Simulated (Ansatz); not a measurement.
# Geometry relaxation of Si₃N₄ (part 2 of 2)

The same run, continued: Si₃N₄ (Fd-3m, 14 atoms in the cell); DFT PBE+D3(BJ), scalar-relativistic, plane waves, PAW, no spin polarisation (Ansatz 0.2.0); cutoff 420 eV, 6×6×6 k-mesh, Gaussian smearing of 0.02 eV. The structure derives from a Materials Project entry. It belongs to a series of runs on one base structure; here: relaxed again under DFT PBE+D3(BJ), scalar-relativistic, plane waves, PAW.

Geometry of the input (Å; fractional positions):
```
0.0000  3.8946  3.8946
3.8946  0.0000  3.8946
3.8946  3.8946  0.0000
Si 0.1250  0.1250  0.6250
Si 0.1250  0.6250  0.1250
Si 0.6250  0.1250  0.1250
Si 0.1250  0.1250  0.1250
Si 0.7500  0.7500  0.7500
Si 0.5000  0.5000  0.5000
N  0.3675  0.3675  0.3675
N  0.3526  0.8825  0.8825
N  0.8825  0.8825  0.3526
N  0.8825  0.3526  0.8825
N  0.3675  0.3675  0.8974
N  0.3675  0.8974  0.3675
N  0.8825  0.8825  0.8825
N  0.8974  0.3675  0.3675
```

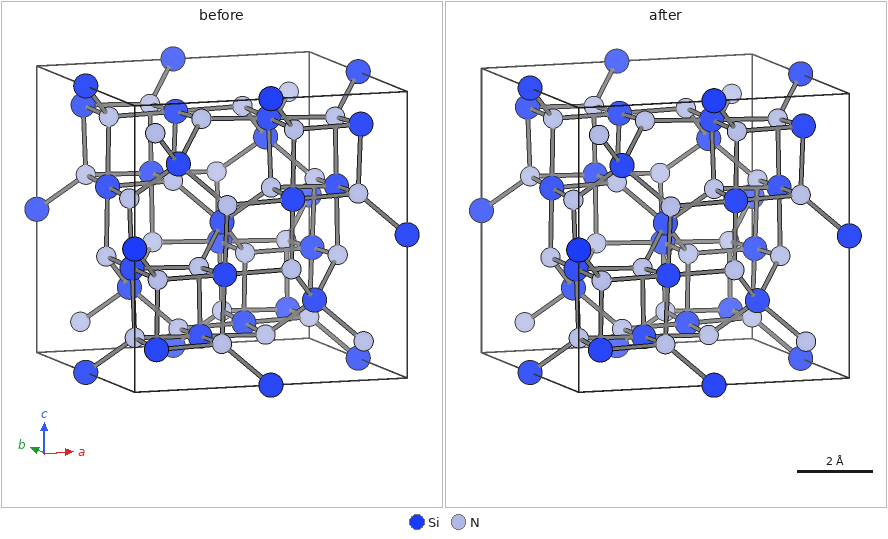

*Before (left) and after (right) the relaxation, at one scale (ball-and-stick view of the cell 4 times as large as that of the calculation, set on its symmetry axes, seen slightly off an axis).*

No atom moves by more than 0.005 Å relative to the cell. The volume changes by −2.1 %, with a = b = c 7.789 → 7.736 Å (−0.7 %). Distances before and after: Si5–N10 1.787 → 1.773 Å, Si1–N10 1.891 → 1.879 Å. The space group stays Fd-3m (No. 227). Over 4 geometry steps the energy falls by 3.3 meV per atom. The largest force component goes from 0.0032 to 0.00016 eV/Å. The pressure goes from −6.09 to −0.01 GPa. 1 further SCF at an unchanged geometry re-selected the plane-wave basis for the new cell. The energy change given includes the shifts at the re-selections in mid-walk, which come without any move. A last SCF at the same geometry on a re-selected plane-wave basis shifts the energy by +0.0 meV per atom. (Atoms are counted from 1 in the order of the input.)

```
basis re-selected at this cell: Δ(F+E_penalty+E_count) = +9.782e-5 eV, ΔP = -0.001 GPa vs the last step (what re-selecting the basis moved, of the pressure what is left beyond the Pulay correction that the steps carried, after the strain that the cell walked since its last selection, with what the two solves' SCF thresholds leave and, on support functions, any second-order correction that the steps lacked; it is no measure of the basis error at this ecutwfc). This SCF's stress stands 5.47e-3 GPa from its target on what of the cell is left free (relax.cell.stress_tol is 5.00e-2 GPa) and its largest allowed force component is 1.62e-4 eV/Å (relax.f_tol is 5.00e-3 eV/Å): within both
SCF converged after 4 iterations
Free energy (F): -6904.285676 eV
Harris-Foulkes:  -6904.285676 eV  (|F-HF|=0.00e0)
Internal energy: -6904.285676 eV  (E = F + TS)
E sigma→0 (E₀):  -6904.285676 eV
Fermi energy:    12.996126 eV
--- Per-component energies (eV) ---
  E_band       = 286.027971
  E_kinetic    = 1369.053694
  E_local      = -1466.206918  (includes V_loc(G=0)·N_el)
  E_nonlocal   = 503.355156
  E_hartree    = 487.584258
  E_xc         = -833.931064
  E_vxc        = -922.463817  (∫ρ·V_xc dr)
  E_paw        = -4099.094327  (= ΣΔE_a)
  E_vpaw       = -172.879616  (= ΣTr[D̂ρ^β])
  E_aug_tail   = 0.000872  (compensation charges beyond the density's cutoff)
  E_ewald      = -2860.514826
  E_disp       = -4.532521  (pairwise vdW)
  E_smearing   = -0.000000  (= −TS)
  E_closure    = 0.000000  (closes the sum)
  Σ components = -6904.285676   (vs F -6904.285676, Δ=0.00e0)
--- Forces (eV/Å), atoms counted from 1 ---
  atom   1  Si    -0.00000000     0.00000000    -0.00000000
  atom   2  Si    -0.00000000    -0.00000000     0.00000000
  atom   3  Si    -0.00000000     0.00000000    -0.00000000
  atom   4  Si     0.00000000    -0.00000000    -0.00000000
  atom   5  Si    -0.00000000    -0.00000000    -0.00000000
  atom   6  Si     0.00000000     0.00000000     0.00000000
  atom   7  N      0.00016179     0.00016179     0.00016179
  atom   8  N     -0.00016179     0.00016179     0.00016179
  atom   9  N      0.00016179     0.00016179    -0.00016179
  atom  10  N      0.00016179    -0.00016179     0.00016179
  atom  11  N     -0.00016179    -0.00016179     0.00016179
  atom  12  N     -0.00016179     0.00016179    -0.00016179
  atom  13  N     -0.00016179    -0.00016179    -0.00016179
  atom  14  N      0.00016179    -0.00016179    -0.00016179
  max |Σ_I F_I| component: 9.68e-17 eV/Å
--- Stress (GPa, compression-positive) ---
       -0.005469      -0.000000      -0.000000
       -0.000000      -0.005469      -0.000000
       -0.000000      -0.000000      -0.005469
  P = ⅓ Tr σ = -0.0055 GPa (-0.055 kbar)
--- Band table (eV; the first three rows and the last of 16) ---
  k-point 0: bands = ["-7.6758", "-4.3243", "-3.3923", "-3.3923", "-3.3923", "-2.4004", "-2.4004", "-2.4004", "0.7013", "1.7426", "2.2981", "2.2981", "2.2981", "3.9674", "3.9674", "7.0564", "7.0564", "7.0564", "8.9180", "8.9180", "8.9180", "9.3798", "9.3798", "9.3798", "10.4795", "10.4795", "11.1101", "11.1101", "11.1101", "11.2495", "11.2495", "11.2495", "14.7082", "14.7082", "14.7082", "16.3038", "17.5033", "18.3080", "18.7687", "18.7687", "19.2141", "19.2141", "19.2141", "21.0036", "21.0036", "21.0036"]
  k-point 1: bands = ["-7.5256", "-4.5078", "-3.7220", "-3.3652", "-3.3652", "-2.5156", "-2.5082", "-2.5082", "1.0745", "2.0518", "2.5032", "2.5032", "2.8980", "4.2315", "4.2315", "6.5622", "6.9849", "6.9849", "8.5168", "8.5168", "8.8209", "9.0036", "9.2815", "9.2815", "10.2190", "10.2190", "10.5124", "10.8747", "10.8747", "10.9688", "11.2039", "11.2039", "15.1055", "15.2154", "15.2154", "16.8108", "17.8844", "18.7581", "19.2279", "19.2279", "19.5100", "19.6441", "19.6441", "20.5183", "21.2583", "21.2583"]
  k-point 2: bands = ["-7.0985", "-5.2573", "-3.8935", "-3.2754", "-3.2754", "-2.8049", "-2.7511", "-2.7511", "1.8201", "2.7518", "3.0636", "3.0636", "4.2876", "4.6608", "4.6608", "5.7655", "6.7585", "6.7585", "7.5607", "8.1363", "8.1363", "8.7897", "8.7897", "8.8719", "9.2189", "9.5091", "9.5091", "10.6454", "10.7528", "10.7528", "11.0625", "11.0625", "15.8258", "16.2605", "16.2605", "17.9538", "18.1670", "19.1010", "19.1010", "19.4203", "20.1903", "20.5754", "20.8050", "20.8050", "21.5202", "21.5202"]
  k-point 15: bands = ["-5.9371", "-5.9371", "-4.6187", "-4.6187", "-3.1032", "-3.1032", "-2.3735", "-2.3735", "3.4331", "3.4331", "4.1427", "4.1427", "5.0747", "5.0747", "5.7358", "5.7358", "6.0182", "6.0182", "6.9036", "6.9036", "7.5468", "7.5468", "7.8647", "7.8647", "9.1642", "9.1642", "9.5193", "9.5193", "10.0603", "10.0603", "10.6553", "10.6553", "18.0366", "18.0366", "18.4494", "18.4494", "19.3722", "19.3722", "20.2479", "20.2479", "21.0928", "21.0928", "21.2009", "21.2009", "22.2063", "22.2063"]
--- Relaxed structure (5 steps of the walk, 5 accepted, 2 SCFs on fresh bases) ---
  F+E_penalty+E_count = -6904.28567641 eV   max|allowed force component| = 1.618e-4 eV/Å   (the final SCF, on the basis selected at the relaxed cell)
  cell:  # Å, volume = 115.7217 Å³
    - [-3.511024392166629e-34, 3.8677784071101278, 3.8677784071101278]
    - [3.8677784071101278, 6.807093175945964e-34, 3.8677784071101278]
    - [3.8677784071101278, 3.8677784071101278, 3.184607520559745e-34]
  atoms:
    - { symbol: Si, position: [0.125, 0.125, 0.625] }
    - { symbol: Si, position: [0.125, 0.625, 0.125] }
    - { symbol: Si, position: [0.625, 0.125, 0.125] }
    - { symbol: Si, position: [0.125, 0.125, 0.125] }
    - { symbol: Si, position: [0.75, 0.75, 0.75] }
    - { symbol: Si, position: [0.5, 0.5, 0.5] }
    - { symbol: N, position: [0.3676671593705638, 0.3676671593705638, 0.3676671593705638] }
    - { symbol: N, position: [0.35300147811169114, 0.8823328406294363, 0.8823328406294363] }
    - { symbol: N, position: [0.8823328406294363, 0.8823328406294363, 0.35300147811169114] }
    - { symbol: N, position: [0.8823328406294363, 0.35300147811169114, 0.8823328406294363] }
    - { symbol: N, position: [0.3676671593705638, 0.3676671593705638, 0.8969985218883088] }
    - { symbol: N, position: [0.3676671593705638, 0.8969985218883088, 0.3676671593705637] }
    - { symbol: N, position: [0.8823328406294363, 0.8823328406294363, 0.8823328406294363] }
    - { symbol: N, position: [0.8969985218883088, 0.3676671593705638, 0.3676671593705637] }
```

Trajectory as extended XYZ (Å, eV, eV/Å), 7 frames, from step=1 to step=7:
```
14
Lattice="0.0000 3.8946 3.8946 3.8946 0.0000 3.8946 3.8946 3.8946 0.0000" Properties=species:S:1:pos:R:3:forces:R:3 step=1 energy=-6904.23889 pressure_GPa=-6.09
Si    2.9210    2.9210    0.9737    0.0000   0.0000   0.0000
Si    2.9210    0.9737    2.9210    0.0000   0.0000   0.0000
Si    0.9737    2.9210    2.9210    0.0000   0.0000   0.0000
Si    0.9737    0.9737    0.9737    0.0000   0.0000   0.0000
Si    5.8419    5.8419    5.8419    0.0000   0.0000   0.0000
Si    3.8946    3.8946    3.8946    0.0000   0.0000   0.0000
N     2.8629    2.8629    2.8629    0.0032   0.0032   0.0032
N     6.8737    4.8102    4.8102   -0.0032   0.0032   0.0032
N     4.8102    4.8102    6.8737    0.0032   0.0032  -0.0032
N     4.8102    6.8737    4.8102    0.0032  -0.0032   0.0032
N     4.9264    4.9264    2.8629   -0.0032  -0.0032   0.0032
N     4.9264    2.8629    4.9264   -0.0032   0.0032  -0.0032
N     6.8737    6.8737    6.8737   -0.0032  -0.0032  -0.0032
N     2.8629    4.9264    4.9264    0.0032  -0.0032  -0.0032
14
Lattice="0.0000 3.8820 3.8820 3.8820 0.0000 3.8820 3.8820 3.8820 0.0000" Properties=species:S:1:pos:R:3:forces:R:3 step=2 energy=-6904.27690 pressure_GPa=-3.22
Si    2.9115    2.9115    0.9705    0.0000   0.0000   0.0000
Si    2.9115    0.9705    2.9115    0.0000   0.0000   0.0000
Si    0.9705    2.9115    2.9115    0.0000   0.0000   0.0000
Si    0.9705    0.9705    0.9705    0.0000   0.0000   0.0000
Si    5.8230    5.8230    5.8230    0.0000   0.0000   0.0000
Si    3.8820    3.8820    3.8820    0.0000   0.0000   0.0000
N     2.8540    2.8540    2.8540    0.0047   0.0047   0.0047
N     6.8510    4.7950    4.7950   -0.0047   0.0047   0.0047
N     4.7950    4.7950    6.8510    0.0047   0.0047  -0.0047
N     4.7950    6.8510    4.7950    0.0047  -0.0047   0.0047
N     4.9100    4.9100    2.8540   -0.0047  -0.0047   0.0047
N     4.9100    2.8540    4.9100   -0.0047   0.0047  -0.0047
N     6.8510    6.8510    6.8510   -0.0047  -0.0047  -0.0047
N     2.8540    4.9100    4.9100    0.0047  -0.0047  -0.0047
14
Lattice="0.0000 3.8679 3.8679 3.8679 0.0000 3.8679 3.8679 3.8679 0.0000" Properties=species:S:1:pos:R:3:forces:R:3 step=3 energy=-6904.29448 pressure_GPa=0.10
Si    2.9009    2.9009    0.9670    0.0000   0.0000   0.0000
Si    2.9009    0.9670    2.9009    0.0000   0.0000   0.0000
Si    0.9670    2.9009    2.9009    0.0000   0.0000   0.0000
Si    0.9670    0.9670    0.9670    0.0000   0.0000   0.0000
Si    5.8019    5.8019    5.8019    0.0000   0.0000   0.0000
Si    3.8679    3.8679    3.8679    0.0000   0.0000   0.0000
N     2.8442    2.8442    2.8442   -0.0006  -0.0006  -0.0006
N     6.8255    4.7782    4.7782    0.0006  -0.0006  -0.0006
N     4.7782    4.7782    6.8255   -0.0006  -0.0006   0.0006
N     4.7782    6.8255    4.7782   -0.0006   0.0006  -0.0006
N     4.8916    4.8916    2.8442    0.0006   0.0006  -0.0006
N     4.8916    2.8442    4.8916    0.0006  -0.0006   0.0006
N     6.8255    6.8255    6.8255    0.0006   0.0006   0.0006
N     2.8442    4.8916    4.8916   -0.0006   0.0006   0.0006
14
Lattice="0.0000 3.8683 3.8683 3.8683 0.0000 3.8683 3.8683 3.8683 0.0000" Properties=species:S:1:pos:R:3:forces:R:3 step=4 energy=-6904.29434 pressure_GPa=-0.00
Si    2.9012    2.9012    0.9671    0.0000   0.0000   0.0000
Si    2.9012    0.9671    2.9012    0.0000   0.0000   0.0000
Si    0.9671    2.9012    2.9012    0.0000   0.0000   0.0000
Si    0.9671    0.9671    0.9671    0.0000   0.0000   0.0000
Si    5.8025    5.8025    5.8025    0.0000   0.0000   0.0000
Si    3.8683    3.8683    3.8683    0.0000   0.0000   0.0000
N     2.8445    2.8445    2.8445    0.0002   0.0002   0.0002
N     6.8263    4.7786    4.7786   -0.0002   0.0002   0.0002
N     4.7786    4.7786    6.8263    0.0002   0.0002  -0.0002
N     4.7786    6.8263    4.7786    0.0002  -0.0002   0.0002
N     4.8921    4.8921    2.8445   -0.0002  -0.0002   0.0002
N     4.8921    2.8445    4.8921   -0.0002   0.0002  -0.0002
N     6.8263    6.8263    6.8263   -0.0002  -0.0002  -0.0002
N     2.8445    4.8921    4.8921    0.0002  -0.0002  -0.0002
14
Lattice="0.0000 3.8683 3.8683 3.8683 0.0000 3.8683 3.8683 3.8683 0.0000" Properties=species:S:1:pos:R:3:forces:R:3 step=5 energy=-6904.28556 pressure_GPa=-0.13
Si    2.9012    2.9012    0.9671    0.0000   0.0000   0.0000
Si    2.9012    0.9671    2.9012    0.0000   0.0000   0.0000
Si    0.9671    2.9012    2.9012    0.0000   0.0000   0.0000
Si    0.9671    0.9671    0.9671    0.0000   0.0000   0.0000
Si    5.8025    5.8025    5.8025    0.0000   0.0000   0.0000
Si    3.8683    3.8683    3.8683    0.0000   0.0000   0.0000
N     2.8445    2.8445    2.8445    0.0003   0.0003   0.0003
N     6.8263    4.7786    4.7786   -0.0003   0.0003   0.0003
N     4.7786    4.7786    6.8263    0.0003   0.0003  -0.0003
N     4.7786    6.8263    4.7786    0.0003  -0.0003   0.0003
N     4.8921    4.8921    2.8445   -0.0003  -0.0003   0.0003
N     4.8921    2.8445    4.8921   -0.0003   0.0003  -0.0003
N     6.8263    6.8263    6.8263   -0.0003  -0.0003  -0.0003
N     2.8445    4.8921    4.8921    0.0003  -0.0003  -0.0003
14
Lattice="0.0000 3.8678 3.8678 3.8678 0.0000 3.8678 3.8678 3.8678 0.0000" Properties=species:S:1:pos:R:3:forces:R:3 step=6 energy=-6904.28577 pressure_GPa=-0.00
Si    2.9008    2.9008    0.9669    0.0000   0.0000   0.0000
Si    2.9008    0.9669    2.9008    0.0000   0.0000   0.0000
Si    0.9669    2.9008    2.9008    0.0000   0.0000   0.0000
Si    0.9669    0.9669    0.9669    0.0000   0.0000   0.0000
Si    5.8017    5.8017    5.8017    0.0000   0.0000   0.0000
Si    3.8678    3.8678    3.8678    0.0000   0.0000   0.0000
N     2.8441    2.8441    2.8441    0.0002   0.0002   0.0002
N     6.8253    4.7780    4.7780   -0.0002   0.0002   0.0002
N     4.7780    4.7780    6.8253    0.0002   0.0002  -0.0002
N     4.7780    6.8253    4.7780    0.0002  -0.0002   0.0002
N     4.8914    4.8914    2.8441   -0.0002  -0.0002   0.0002
N     4.8914    2.8441    4.8914   -0.0002   0.0002  -0.0002
N     6.8253    6.8253    6.8253   -0.0002  -0.0002  -0.0002
N     2.8441    4.8914    4.8914    0.0002  -0.0002  -0.0002
14
Lattice="0.0000 3.8678 3.8678 3.8678 0.0000 3.8678 3.8678 3.8678 0.0000" Properties=species:S:1:pos:R:3:forces:R:3 step=7 energy=-6904.28568 pressure_GPa=-0.01
Si    2.9008    2.9008    0.9669    0.0000   0.0000   0.0000
Si    2.9008    0.9669    2.9008    0.0000   0.0000   0.0000
Si    0.9669    2.9008    2.9008    0.0000   0.0000   0.0000
Si    0.9669    0.9669    0.9669    0.0000   0.0000   0.0000
Si    5.8017    5.8017    5.8017    0.0000   0.0000   0.0000
Si    3.8678    3.8678    3.8678    0.0000   0.0000   0.0000
N     2.8441    2.8441    2.8441    0.0002   0.0002   0.0002
N     6.8253    4.7780    4.7780   -0.0002   0.0002   0.0002
N     4.7780    4.7780    6.8253    0.0002   0.0002  -0.0002
N     4.7780    6.8253    4.7780    0.0002  -0.0002   0.0002
N     4.8914    4.8914    2.8441   -0.0002  -0.0002   0.0002
N     4.8914    2.8441    4.8914   -0.0002   0.0002  -0.0002
N     6.8253    6.8253    6.8253   -0.0002  -0.0002  -0.0002
N     2.8441    4.8914    4.8914    0.0002  -0.0002  -0.0002
```

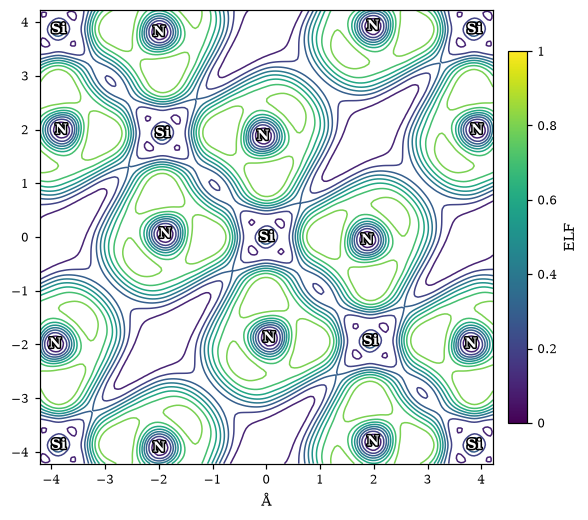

*Electron localisation function on the (010) plane of the conventional cell.*

The section cuts through Si and N sites. In a PAW calculation such maps are meaningful between the atoms, not at the nuclei.
